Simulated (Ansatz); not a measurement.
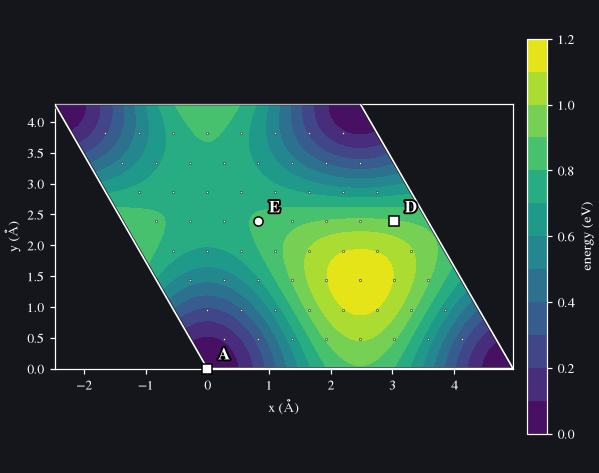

H on a Hf(111) slab cut from the Im-3m phase, its upper half relaxed before the scan (5 atoms of substrate and one adsorbate in a 1 × 1 cell). H is moved over the surface cell at a fixed height above a rigid substrate; the origin of the map has the adsorbate above Hf5; the height is held at 2.50 Å. Places are given modulo a cell vector. The map is drawn in real space over the plane of the surface. The scan uses a 9 × 9 grid; 19 points were computed and 62 follow by symmetry. Energies: eV, counted from the lowest grid point. The runs have no spin polarisation, so an open-shell adsorbate far from the surface lies too high. With one adsorbate in each 1 × 1 cell, its nearest image is 5.0 Å away, so neighbouring adsorbates interact. At a fixed height the lowest place need not be the adsorption site. Computed with DFT PBE+D3(BJ), scalar-relativistic, plane waves, PAW in Ansatz 0.2.0. Settings: cutoff 420 eV, k-mesh 6×6×1, gaussian smearing 0.1 eV, no spin polarisation.

In the figure: filled contours, dots at the grid points, the outline of one cell of the plane, lettered points. Between grid points the surface is interpolated.

> What kind of point is each of A, D: minimum, saddle, maximum or slope?

A: minimum; D: on a slope. (In these two coordinates alone; a stationary point may lie a little off the grid point.)

> Rank the lettered points by energy, lowest first.

A (0.00 eV), E (0.81 eV), D (0.91 eV).
